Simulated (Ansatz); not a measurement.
**MgO: density, localisation and related maps**

```
Mg O
1.0
     4.19400    0.00000    0.00000
     0.00000    4.19400    0.00000
     0.00000    0.00000    4.19400
Mg O
4 4
Direct
  0.50000 0.00000 0.00000
  0.00000 0.50000 0.00000
  0.00000 0.00000 0.50000
  0.50000 0.50000 0.50000
  0.99996 0.00004 0.00000
  0.49996 0.50004 0.00000
  0.49996 0.00004 0.50000
  0.99996 0.50004 0.50000
```

Space group Fm-3m; a structure from a database of computed crystals, not necessarily the ambient phase; changed on purpose from its base cell (atoms moved at random by about 0.02 A); computed pressure about 9 GPa in this cell.

Method: Kohn-Sham DFT of a periodic cell, BLYP, Ansatz PAW in Ansatz 0.2.0.

In a PAW calculation such maps are meaningful between the atoms, not at the nuclei.

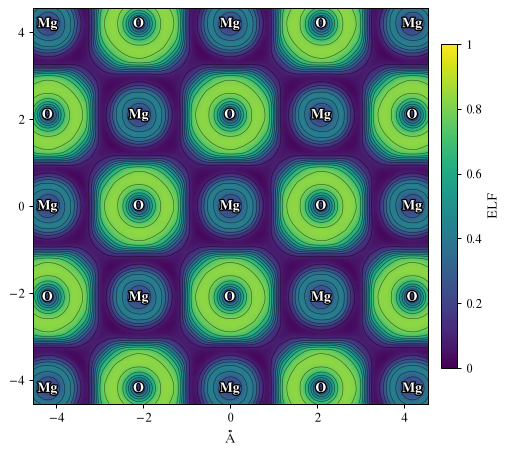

Figure 1. ELF on the (100) plane of the conventional cell.

### Read the bonding off the picture.

The section cuts through Mg and O sites. Mg–O (2.10 Å): the ELF peaks at about 0.85 in the valence shell of O, 0.6 Å from its nucleus, and is about 0.35 at the midpoint (a largely ionic contact).

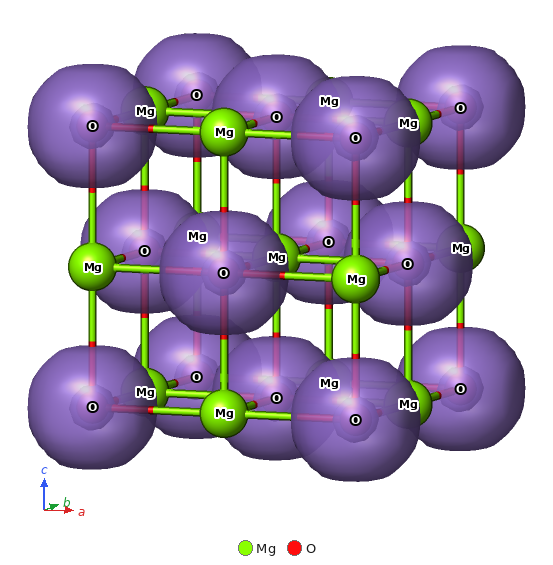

Figure 2. Isosurface of the electron localisation function at 0.65 (purple), seen slightly off an axis. Only the valence region is drawn (cores and ρ < 0.01 e/Å³ removed). Sticks mark near contacts.

### Describe the localisation domains.

The ELF exceeds this value in four regions wrapped around O (the valence shell of each), counted in one cell of 8 atoms. Any copies at cell faces, edges or corners count once.

### Does the calculation make it a metal, or give it a gap?

It is gapped, with a Kohn–Sham gap of 5.1 eV on the k-point mesh (the band edges may lie off the mesh, which would make the gap smaller).
